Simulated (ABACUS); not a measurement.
## Band-structure run, with input and output: MgS (part 2 of 2)

The same run, continued: MgS (Fm-3m, 2 atoms in the cell); Kohn-Sham DFT of a periodic cell, r2SCAN, SG15 ONCV 1.2 PBE, no spin polarisation (ABACUS 3.10.1); cutoff 1319.75 eV, 6×6×6 k-mesh, fermi-dirac of 0.05 eV. The structure derives from an entry of the Crystallography Open Database.

Geometry of the input (Å; fractional positions):
```
0.0000  2.6016  2.6016
2.6016  0.0000  2.6016
2.6016  2.6016  0.0000
S  0.5000  0.5000  0.5000
Mg 0.0000  0.0000  0.0000
```

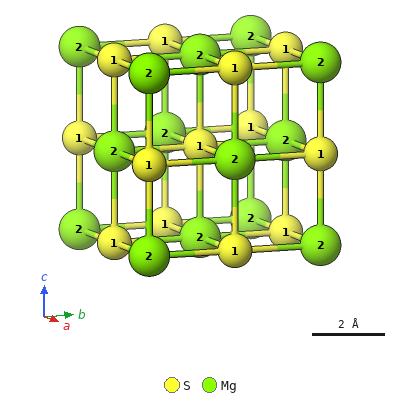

Fig. 1: The structure as given in the input (ball-and-stick view of the cell 4 times as large as that of the calculation, set on its symmetry axes, seen slightly off an axis; atoms are numbered from 1 in the order of the input). An atom can appear more than once, as a periodic image.

**Log, continued**
```
----------------------------------------------------------
 E_KohnSham     -129.4303810142      -1760.9906761042
 E_Harris       -130.6228429351      -1777.2149528763
 E_Fermi        0.5551440699         7.5531225616
----------------------------------------------------------

 PW ALGORITHM --------------- ION=   1  ELEC=   2--------------------------------

 Density error is 0.00498157697634
                          Error Threshold = 0.000711318539167
----------------------------------------------------------
     Energy           Rydberg                 eV
----------------------------------------------------------
 E_KohnSham     -129.4497804436      -1761.2546188824
 E_Harris       -129.6783482340      -1764.3644432109
 E_Fermi        0.6343627024         8.6309473507
----------------------------------------------------------

 PW ALGORITHM --------------- ION=   1  ELEC=   3--------------------------------

 Density error is 0.000877840328025
                          Error Threshold = 3.11348561021e-05
----------------------------------------------------------
     Energy           Rydberg                 eV
----------------------------------------------------------
 E_KohnSham     -129.4535363775      -1761.3057209841
 E_Harris       -129.5184799082      -1762.1893230500
 E_Fermi        0.6261572808         8.5193068625
----------------------------------------------------------

 PW ALGORITHM --------------- ION=   1  ELEC=   4--------------------------------

 Density error is 7.0844191789e-05
                          Error Threshold = 5.48650205015e-06
----------------------------------------------------------
     Energy           Rydberg                 eV
----------------------------------------------------------
 E_KohnSham     -129.4538644323      -1761.3101843988
 E_Harris       -129.4215021451      -1760.8698728922
 E_Fermi        0.6243329436         8.4944854815
----------------------------------------------------------

 PW ALGORITHM --------------- ION=   1  ELEC=   5--------------------------------

 Density error is 7.34667576179e-07
                          Error Threshold = 4.42776198681e-07
----------------------------------------------------------
     Energy           Rydberg                 eV
----------------------------------------------------------
 E_KohnSham     -129.4538837037      -1761.3104465990
 E_Harris       -129.4526028590      -1761.2930198128
 E_Fermi        0.6252374759         8.5067922761
----------------------------------------------------------

 PW ALGORITHM --------------- ION=   1  ELEC=   6--------------------------------

 Density error is 1.54032572383e-07
                          Error Threshold = 4.59167235112e-09
----------------------------------------------------------
     Energy           Rydberg                 eV
----------------------------------------------------------
 E_KohnSham     -129.4538841978      -1761.3104533228
 E_Harris       -129.4523114384      -1761.2890548328
 E_Fermi        0.6253019396         8.5076693486
----------------------------------------------------------

 PW ALGORITHM --------------- ION=   1  ELEC=   7--------------------------------

 Density error is 2.75752268378e-10
                          Error Threshold = 9.62703577395e-10
----------------------------------------------------------
     Energy           Rydberg                 eV
----------------------------------------------------------
 E_KohnSham     -129.4538842381      -1761.3104538705
 E_KS(sigma->0) -129.4538842381      -1761.3104538705
 E_Harris       -129.4538728488      -1761.3102989118
 E_band         -25.2922758796       -344.1190673506
 E_one_elec     -68.1877889570       -927.7424638367
 E_Hartree      34.1651002722        464.8400364430
 E_xc           -18.7177190272       -254.6676323332
 E_Ewald        -76.7134765261       -1043.7403941436
 E_entropy(-TS) -0.0000000000        -0.0000000000
 E_descf        0.0000000000         0.0000000000
 E_exx          0.0000000000         0.0000000000
 E_Fermi        0.6253456365         8.5082638762
----------------------------------------------------------

 charge density convergence is achieved
 final etot is -1761.3104539 eV
 EFERMI = 8.5082638762 eV

 STATE ENERGY(eV) AND OCCUPATIONS    NSPIN == 1
 1/4 kpoint (Cartesian) = 0.0000 0.0000 0.0000 (3839 pws)
       1       -71.2915     0.00925926
       2       -36.1066     0.00925926
       3       -36.1066     0.00925926
       4       -36.1066     0.00925926
       5       -6.73284     0.00925926
       6        6.52472     0.00925926
       7        6.52472     0.00925926
       8        6.52472     0.00925926
       9        11.0709    5.10492e-25
      10        15.1149    3.81926e-60
      11        15.1149    3.81926e-60
      12        15.1149    3.81926e-60
      13        17.5706    1.78536e-81
      14        17.5706    1.78536e-81
      15        20.0353        0.00000
      16        21.1379        0.00000
      17        21.1379        0.00000
      18        21.1379        0.00000

 2/4 kpoint (Cartesian) = 0.032031 0.032031 0.032031 (3801 pws)
       1       -71.2913      0.0740741
       2       -36.1083      0.0740741
       3       -36.1068      0.0740741
       4       -36.1068      0.0740741
       5       -6.46323      0.0740741
       6        4.92240      0.0740741
       7        6.34604      0.0740741
       8        6.34604      0.0740741
       9        12.1283    2.66888e-33
      10        14.8853    3.01583e-57
      11        15.4283    5.79873e-62
      12        15.4283    5.79873e-62
      13        16.9555    3.14535e-75
      14        16.9555    3.14535e-75
      15        20.2312        0.00000
      16        22.5507        0.00000
      17        23.2201        0.00000
      18        23.2201        0.00000

 3/4 kpoint (Cartesian) = 0.064062 0.064062 0.064062 (3831 pws)
       1       -71.2912      0.0740741
       2       -36.1116      0.0740741
       3       -36.1072      0.0740741
       4       -36.1072      0.0740741
       5       -5.81779      0.0740741
       6        2.66422      0.0740741
       7        6.03422      0.0740741
       8        6.03422      0.0740741
       9        12.0175    2.44826e-32
      10        14.6272    5.26738e-55
      11        14.6272    5.26738e-55
      12        16.8626    2.01655e-74
      13        18.8568        0.00000
      14        18.8568        0.00000
      15        19.2168        0.00000
      16        26.7003        0.00000
      17        26.7003        0.00000
      18        27.3685        0.00000

 4/4 kpoint (Cartesian) = 0.096093 0.096093 0.096093 (3828 pws)
       1       -71.2911      0.0370370
       2       -36.1132      0.0370370
       3       -36.1074      0.0370370
       4       -36.1074      0.0370370
       5       -5.41116      0.0370370
       6        1.65378      0.0370370
       7        5.89588      0.0370370
       8        5.89588      0.0370370
       9        11.7618    2.03415e-30
      10        14.1995    1.36433e-51
      11        14.1995    1.36433e-51
      12        17.8423    3.11880e-83
      13        19.7319        0.00000
      14        21.7322        0.00000
      15        21.7322        0.00000
      16        23.2387        0.00000
      17        23.2387        0.00000
      18        24.9117        0.00000

------------------------------------------------------------------------------------------
 TOTAL-FORCE (eV/Angstrom)
------------------------------------------------------------------------------------------
                        S1         0.0000000000         0.0000000000         0.0000000000
                       Mg1         0.0000000000         0.0000000000         0.0000000000
------------------------------------------------------------------------------------------

----------------------------------------------------------------
 TOTAL-STRESS (KBAR)
----------------------------------------------------------------
         0.2591002226         0.0000000000         0.0000000000
         0.0000000000         0.2591002226         0.0000000000
         0.0000000000         0.0000000000         0.2591002226
----------------------------------------------------------------
 TOTAL-PRESSURE: 0.259100 KBAR

 --------------------------------------------
 !FINAL_ETOT_IS -1761.3104538705176765 eV
 --------------------------------------------
```

**Standard output**
```
ABACUS v3.10.1

               Atomic-orbital Based Ab-initio Computation at UStc

 dft_functional readin is: MGGA_X_R2SCAN+MGGA_C_R2SCAN
 dft_functional in pseudopot file is: PBE
 Please make sure this is what you need
 dft_functional readin is: MGGA_X_R2SCAN+MGGA_C_R2SCAN
 dft_functional in pseudopot file is: PBE
 Please make sure this is what you need

%%%%%%%%%%%%%%%%%%%%%%%%%%%%%%%%%%%%%%%%%%%%%%%%%%%%%%%%%%%%%%%%%%%%%%%%%%%%%%%%%%%%%%%%%%%%%%%%%%%%%%%%%
 Warning: the number of valence electrons in pseudopotential > 2 for Mg: [Ne] 3s2
 Pseudopotentials with additional electrons can yield (more) accurate outcomes, but may be less efficient.
 If you're confident that your chosen pseudopotential is appropriate, you can safely ignore this warning.
%%%%%%%%%%%%%%%%%%%%%%%%%%%%%%%%%%%%%%%%%%%%%%%%%%%%%%%%%%%%%%%%%%%%%%%%%%%%%%%%%%%%%%%%%%%%%%%%%%%%%%%%%

 UNIFORM GRID DIM        : 45 * 45 * 45
 UNIFORM GRID DIM(BIG)   : 45 * 45 * 45
func,idMGGA_X_R2SCAN 497
func,idMGGA_C_R2SCAN 498
 ---------------------------------------------------------
 Self-consistent calculations for electrons
 ---------------------------------------------------------
 SPIN    KPOINTS         PROCESSORS  THREADS
 1       16              4           4
 ---------------------------------------------------------
 Use plane wave basis
 ---------------------------------------------------------
 ELEMENT NATOM       XC
 S       1
 Mg      1
 ---------------------------------------------------------
 Initial plane wave basis and FFT box
 ---------------------------------------------------------
 -------------------------------------------
 SELF-CONSISTENT :
 -------------------------------------------
 START CHARGE      : atomic
 ITER       ETOT/eV          EDIFF/eV         DRHO         DKIN     TIME/s
 DA1     -1.76099068e+03   0.00000000e+00   1.1381e-01   5.3722e-01   8.08
 DA2     -1.76125462e+03  -2.63942778e-01   4.9816e-03   1.7014e-01   2.61
 DA3     -1.76130572e+03  -5.11021017e-02   8.7784e-04   2.9734e-02   3.10
 DA4     -1.76131018e+03  -4.46341474e-03   7.0844e-05   3.0310e-03   3.08
 DA5     -1.76131045e+03  -2.62200169e-04   7.3467e-07   1.4051e-03   2.80
 DA6     -1.76131045e+03  -6.72375626e-06   1.5403e-07   1.0636e-04   3.13
 DA7     -1.76131045e+03  -5.47756577e-07   2.7575e-10   5.9835e-05   2.92
----------------------------------------------------------------
 TOTAL-STRESS (KBAR)
----------------------------------------------------------------
         0.2591002226         0.0000000000         0.0000000000
         0.0000000000         0.2591002226         0.0000000000
         0.0000000000         0.0000000000         0.2591002226
----------------------------------------------------------------
 TOTAL-PRESSURE: 0.259100 KBAR
```

**Key numbers**

```tsv
quantity	value
outcome	converged
space group (tolerance 0.01 Å)	Fm-3m (225)
electrons treated	16
free energy	−1761.3105 eV
Fermi energy	8.508 eV
gap on the k-point mesh	3.53 eV
pressure	0.03 GPa
largest force (length of the vector)	under 0.001 eV/Å
wall time	27 s (CPU time 1.8 min)
peak memory	0.4 GiB
```
